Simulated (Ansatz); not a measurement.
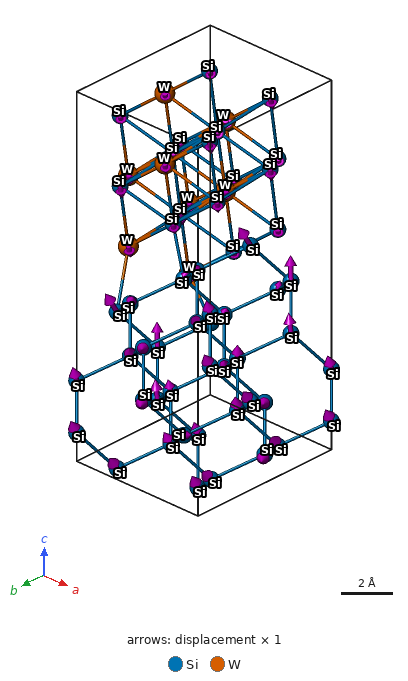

A relaxation of an interface cell of composition Si5W. The starting structure is drawn; purple arrows show the displacements (the part carried along by the change of the cell is left out), at their true length.

The picture is a ball-and-stick view of the cell of the calculation, seen from a free direction.

Case: film shifted by (0, 0) in the plane.

Level of theory: DFT PBE, scalar-relativistic, plane waves, PAW in Ansatz. Set-up: plane-wave cutoff 420 eV; k-point mesh 5 × 5 × 2; occupations gaussian; smearing width 0.1 eV; no spin polarisation; cell relaxed at fixed a, b, gamma, alpha, beta; force threshold 0.02 eV/Å; at most 70 steps.

> Which element moves most?

Silicon: up to 1.08 Å, against 0.60 Å for tungsten.

> What did the optimiser do to the structure, and how much energy did it gain?

Over 20 accepted moves (23 points after the start) the energy falls by 5.113 eV per cell of the calculation. Largest force component: 1.3 eV/Å at the start, 0.012 eV/Å at the end. Pressure: −4.23 GPa at the start and −0.50 GPa at the end. The line search rejected the trial steps at points 7, 9 of the run. At 1 point the geometry stayed and the basis and grid were re-selected for the new cell (energy shift of 5.5 meV per cell of the calculation at most each time). A Si atom moves most relative to the cell: 1.08 Å roughly along [−3 −1 1]. By element the largest moves are Si 1.08 Å, W 0.60 Å. The volume changes by −5.2 %, with a unchanged at 6.699 Å, b unchanged at 7.736 Å, c 16.778 → 15.904 Å (−5.2 %). Near-neighbour distances that change, for instance: Si–W 4.220 → 2.605 Å, Si–W 4.371 → 2.827 Å, Si–W 4.092 → 2.799 Å, Si–Si 2.781 → 3.886 Å. New bonds form, among them: Si–W (3.76 → 2.91 Å), Si–W (4.22 → 2.60 Å), Si–W (4.37 → 2.83 Å). Among the angles between lasting bonds that change: Si–Si–W 65.9° → 105.8°, Si–Si–W 98.7° → 62.4°, Si–Si–Si 71.3° → 102.7°.
